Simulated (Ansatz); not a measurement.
**C: a changed input and its effect**

System: C (4 atoms in the cell).
Method of the first run: DFT r2SCAN, scalar-relativistic, plane waves, PAW, no spin polarisation (Ansatz 0.2.0).

The structure derives from a Materials Project entry. Text and figures count atoms from 1; the logs count them from 0 in places.

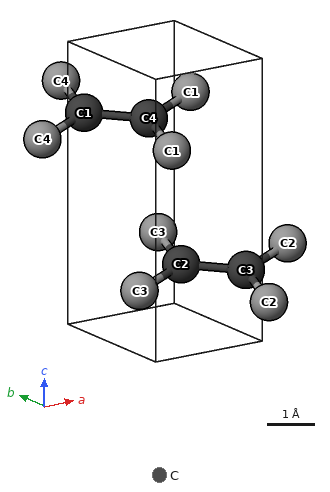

**Figure 1.** The structure (ball-and-stick view of the cell of the calculation, seen at an oblique angle; neighbours outside the cell are drawn fainter; atoms are numbered from 1 in the order of the input). An atom can appear more than once, as a periodic image.

Input, the first run:
```yaml
crystal:
  lattice:
    - [1.22804797, -2.12706182, 0.0]
    - [1.22804797, 2.12706182, 0.0]
    - [0.0, 0.0, 7.17326776]
  atoms:
    - { symbol: C, position: [0.08337946, 0.91662054, 0.7531376] }
    - { symbol: C, position: [0.58337946, 0.41662054, 0.2468624] }
    - { symbol: C, position: [0.91662054, 0.08337946, 0.2468624] }
    - { symbol: C, position: [0.41662054, 0.58337946, 0.7531376] }
basis:
  ecutwfc: 500
kpoints:
  mp_grid: { grid: [12, 12, 4] }
hamiltonian:
  xc: r2scan
scf:
  occupations: { method: gaussian, width: 0.1 }
output:
  forces: true
  stress: true
  eigenvalues: true
```

Launched with:
```bash
ansatz run input.yaml --threads 1 --pin off --max-ram 2560MiB --backend cpu --events-out ev --progress --plain --runs-dir out
```

Hardware: 1 thread of Intel Xeon @ 2.50GHz (Skylake/Cascade Lake), 189 GiB of memory available, shared host.

Output, shortened to warnings, some set-up lines, iterations and results (the first run):
```
Basis set: ecut = 500 eV, 957 PW (Γ), exchange–correlation on 72×72×216 points (64 copies of the dense FFT grid, shifted against one another)
Symmetry: 8 space group operations
k-points: 129 of 576
Initial density: superposition of atomic densities (neutral atoms: chi_scale 0, normalization atom), corrected by the library's trained network
[...]
SCF iter   1: F=—  HF=-1006.587017 eV  |F-HF|=—  |Δ(HF+E_count)|=         —  Δρ=7.45e-3  dr2=5.73e-3  dr2_τ=8.25e-1  ethr=1.77e-3  ⟨swp⟩=5.8  Hψ=8765  notcnv=0
SCF iter   2: F=—  HF=-1006.663074 eV  |F-HF|=—  |Δ(HF+E_count)|=   7.61e-2  Δρ=1.07e-3  dr2=1.66e-4  dr2_τ=1.35e-5  ethr=3.58e-5  ⟨swp⟩=2.0  Hψ=4128  notcnv=0
SCF iter   3: F=—  HF=-1006.663156 eV  |F-HF|=—  |Δ(HF+E_count)|=   8.26e-5  Δρ=2.93e-4  dr2=7.12e-5  dr2_τ=2.22e-6  ethr=1.04e-6  ⟨swp⟩=2.1  Hψ=2588  notcnv=0
SCF iter   4: F=—  HF=-1006.663136 eV  |F-HF|=—  |Δ(HF+E_count)|=   1.98e-5  Δρ=8.30e-5  dr2=3.51e-6  dr2_τ=1.17e-7  ethr=4.45e-7  ⟨swp⟩=2.1  Hψ=2118  notcnv=0
SCF iter   5: F=-1006.663136 eV  HF=-1006.663136 eV  |F-HF|=3.80e-8  |Δ(HF+E_count)|=   7.94e-7  Δρ=1.30e-5  dr2=2.92e-8  dr2_τ=1.23e-8  ethr=2.19e-8  ⟨swp⟩=2.2  Hψ=2170  …
SCF iter   6: F=-1006.663136 eV  HF=-1006.663136 eV  |F-HF|=1.06e-9  |Δ(HF+E_count)|=   4.50e-8  Δρ=4.23e-6  dr2=3.64e-9  dr2_τ=3.58e-10  ethr=1.82e-10  ⟨swp⟩=3.0  Hψ=6217  …
SCF 1 converged in 6 iterations: F = -1006.663136 eV  dr2 = 3.64e-9
SCF converged after 6 iterations
Free energy (F): -1006.663136 eV
Harris-Foulkes:  -1006.663136 eV  (|F-HF|=1.06e-9)
Internal energy: -1006.662151 eV  (E = F + TS)
E sigma→0 (E₀):  -1006.662643 eV
Entropy (-TS):   -0.000985 eV (-0.246 meV/atom)
Fermi energy:    6.302618 eV
--- Per-component energies (eV) ---
  E_band       = -55.471582
  E_kinetic    = 363.407566
  E_local      = -684.198346  (includes V_loc(G=0)·N_el)
  E_nonlocal   = 107.790809
  E_hartree    = 215.727516
  E_xc         = -188.825395
  E_vxc        = -261.588008  (∫ρ·V_xc dr)
  E_paw        = -403.511842  (= ΣΔE_a)
  E_vpaw       = -27.010331  (= ΣTr[D̂ρ^β])
  E_aug_tail   = 0.000021  (compensation charges beyond the density's cutoff)
  E_vtau       = 14.670486  (kinetic-family band-sum trace: ∫τ·v_τ [+ j·A + Jᵃ·Aᵃ] dr)
  E_ewald      = -416.953384
  E_core_change = -0.099095  (= ΣΔE_core)
  E_smearing   = -0.000985  (= −TS)
  E_closure    = -0.000000  (closes the sum)
  Σ components = -1006.663136   (vs F -1006.663136, Δ=0.00e0)
--- Forces (eV/Å), atoms counted from 1 ---
  atom   1  C      0.00000000     0.02106445    -0.00563438
  atom   2  C      0.00000000     0.02106445     0.00563438
  atom   3  C     -0.00000000    -0.02106445     0.00563438
  atom   4  C     -0.00000000    -0.02106445    -0.00563438
  max |Σ_I F_I| component: 3.33e-16 eV/Å
--- Stress (GPa, compression-positive) ---
        0.107978      -0.000000       0.000000
       -0.000000      -0.176408      -0.000000
        0.000000      -0.000000      -0.266413
  P = ⅓ Tr σ = -0.1116 GPa (-1.116 kbar)
```

The input of the second run differs as follows (lines with − go, lines with + come):
```diff
-  ecutwfc: 500
+  ecutwfc: 420
-  xc: r2scan
+  xc: hse06
```

What does this change do to the results?

The total energies belong to different methods, so their difference says nothing on which is more stable or more accurate. The pressure goes from −0.11 to −1.79 GPa. The functional changes from r2SCAN to HSE06. The SCF takes 19 iterations against 6. The plane waves at Γ go from 957 to 713. On the same kind of shared host the second run took about 19 times as long.

Output, shortened to warnings, some set-up lines, iterations and results (the second run):
```
Warning: output.stress: scf.convergence.dr2_threshold = 1e-7 eV (the SCF's general default) is looser than the 4e-10 eV advised for a printed stress (1e-10 eV for each atom of the cell: 4). What an SCF threshold leaves in a stress goes as its square root, and in the free energy as the threshold itself, and one threshold admits the most on a small cell: of the crystals measured, under no hybrid …
Warning: output.stress: scf.exx.energy_threshold = 1e-6 eV is looser than the 4e-8 eV advised for a stress under a hybrid functional (1e-8 eV for each atom of the cell: 4). Every SCF of the exchange loop can meet its threshold on dr2 while the loop round them stops early: no threshold on dr2 bounds what that leaves in the stress. Set scf.exx.energy_threshold to 4e-8 eV or tighter. The threshold …
Basis set: ecut = 420 eV, 713 PW (Γ), exchange–correlation on 36×36×96 points (8 copies of the dense FFT grid, shifted against one another)
Symmetry: 8 space group operations
k-points: 129 of 576
Initial density: superposition of atomic densities (neutral atoms: chi_scale 0, normalization atom), corrected by the library's trained network
[...]
SCF iter   1: F=—  HF=-1003.736158 eV  |F-HF|=—  |Δ(HF+E_count)|=         —  Δρ=2.88e-3  dr2=3.67e-3  ethr=1.77e-3  ⟨swp⟩=8.8  Hψ=7937  notcnv=0
SCF iter   2: F=—  HF=-1003.736130 eV  |F-HF|=—  |Δ(HF+E_count)|=   2.75e-5  Δρ=1.80e-3  dr2=1.77e-3  ethr=2.29e-5  ⟨swp⟩=2.6  Hψ=2785  notcnv=0  defer=8
SCF iter   3: F=—  HF=-1003.735745 eV  |F-HF|=—  |Δ(HF+E_count)|=   3.85e-4  Δρ=3.88e-4  dr2=4.14e-5  ethr=2.55e-7  ⟨swp⟩=2.3  Hψ=6062  notcnv=0  defer=3
SCF iter   4: F=—  HF=-1003.735786 eV  |F-HF|=—  |Δ(HF+E_count)|=   4.11e-5  Δρ=2.09e-4  dr2=4.65e-5  ethr=2.55e-7  ⟨swp⟩=3.1  Hψ=3304  notcnv=0  defer=3
SCF iter   5: F=—  HF=-1003.735773 eV  |F-HF|=—  |Δ(HF+E_count)|=   1.26e-5  Δρ=8.36e-5  dr2=2.82e-6  ethr=2.55e-7  ⟨swp⟩=3.0  Hψ=3079  notcnv=0  defer=2
[... 12 lines ...]
SCF iter   2: F=—  HF=-1003.762553 eV  |F-HF|=—  |Δ(HF+E_count)|=   1.70e-7  Δρ=1.16e-5  dr2=1.76e-8  ethr=3.61e-9  ⟨swp⟩=3.0  Hψ=3380  notcnv=0
SCF iter   3: F=—  HF=-1003.762553 eV  |F-HF|=—  |Δ(HF+E_count)|=   1.30e-7  Δρ=4.33e-6  dr2=6.07e-9  ethr=5.84e-11  ⟨swp⟩=4.6  Hψ=5103  notcnv=0  defer=41
SCF iter   4: F=—  HF=-1003.762553 eV  |F-HF|=—  |Δ(HF+E_count)|=   1.96e-9  Δρ=9.41e-7  dr2=2.32e-10  ethr=3.71e-11  ⟨swp⟩=3.1  Hψ=3223  notcnv=0  defer=5
SCF iter   5: F=-1003.762553 eV  HF=-1003.762553 eV  |F-HF|=2.55e-11  |Δ(HF+E_count)|=   1.25e-9  Δρ=4.73e-7  dr2=4.32e-11  ethr=1.00e-12  ⟨swp⟩=3.5  Hψ=3737  notcnv=0
SCF 3 converged in 5 iterations: F = -1003.762553 eV  dr2 = 4.32e-11
  Residual-converged pass: ⟨swp⟩=3.0  Hψ=2952  notcnv=0  max |occ|·‖R‖ = 2.7e-7 eV (tolerance 2.7e-7 eV)  dr2=4.30e-11  dr2_onsite=6.13e-13  max |Δocc| = 4.1e-13
hybrid outer 2: dexx = +2.419e-7 eV, tail = 7.26e-9 eV, Δε = 1.94e-3 eV (about 4.06e-5 eV left of the loop's levels), ΔF = 6.91e-5 eV/Å (tail 8.70e-5)
hybrid SCF converged: 2 outer / 11 inner (+8 warm-up), last move |dexx| = 2.42e-7 eV, tail = 7.26e-9 eV
Stability not checked: this state was not tested for a lower state beside it, because the functional holds exact exchange (a hybrid, or Hartree-Fock), whose exchange loop this test does not read (fock_operator; see scf.lower_state_search)
Free energy (F): -1003.762553 eV
Frozen-core exchange: fock
Harris-Foulkes:  -1003.762553 eV  (|F-HF|=2.55e-11)
Internal energy: -1003.761693 eV  (E = F + TS)
E sigma→0 (E₀):  -1003.762123 eV
Entropy (-TS):   -0.000860 eV (-0.215 meV/atom)
Fermi energy:    6.312017 eV
--- Per-component energies (eV) ---
  E_band       = -69.315909
  E_kinetic    = 363.473564
  E_local      = -684.017669  (includes V_loc(G=0)·N_el)
  E_nonlocal   = 107.476145
  E_hartree    = 215.672728
  E_xc         = -155.534334
  E_vxc        = -190.660773  (∫ρ·V_xc dr)
  E_exx        = -36.003137  (= α·E_x^exact, valence–valence)
  E_paw        = -397.806760  (= ΣΔE_a)
  E_vpaw       = -24.926386  (= ΣTr[D̂ρ^β])
  E_aug_tail   = 0.000028  (compensation charges beyond the density's cutoff)
  E_ewald      = -416.953384
  E_core_change = -0.068873  (= ΣΔE_core)
  E_smearing   = -0.000860  (= −TS)
  E_closure    = 0.000000  (closes the sum)
  Σ components = -1003.762553   (vs F -1003.762553, Δ=-1.14e-13)
--- Forces (eV/Å), atoms counted from 1 ---
  atom   1  C      0.00000000     0.02545490    -0.00631680
  atom   2  C      0.00000000     0.02545490     0.00631680
  atom   3  C     -0.00000000    -0.02545490     0.00631680
  atom   4  C     -0.00000000    -0.02545490    -0.00631680
  max |Σ_I F_I| component: 3.33e-16 eV/Å
--- Stress (GPa, compression-positive) ---
       -3.168690      -0.000000       0.000000
       -0.000000      -3.420421      -0.000000
        0.000000      -0.000000       1.205074
  P = ⅓ Tr σ = -1.7947 GPa (-17.947 kbar)
```

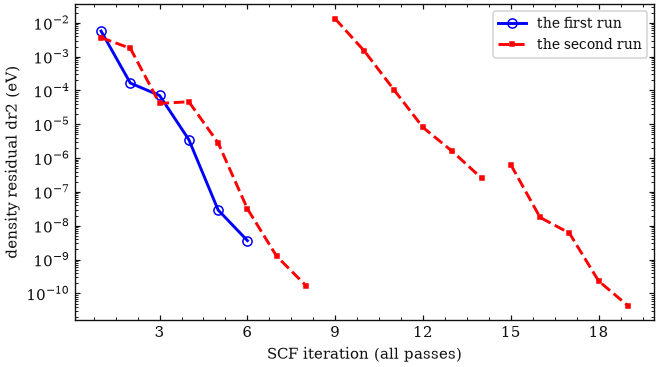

**Figure 2.** Convergence of the two runs: density residual dr2 against the SCF iteration. A break in a curve parts two SCF passes. The first run takes 6 iterations in all, and the second run takes 19.

The two runs side by side:

```tsv
quantity	the first run	the second run
outcome	converged	converged
free energy per atom (eV)	−251.6658	−250.9406
pressure (GPa)	−0.11	−1.79
largest force (eV/Å)	0.022	0.026
SCF iterations	6	19
irreducible k-points	129	129
plane waves at Γ	957	713
wall time (shared host)	13 s	3.9 min
```

For the second run: Warnings: the exchange loop's threshold is looser than advised for the stress; the SCF threshold is looser than advised for the printed stress.
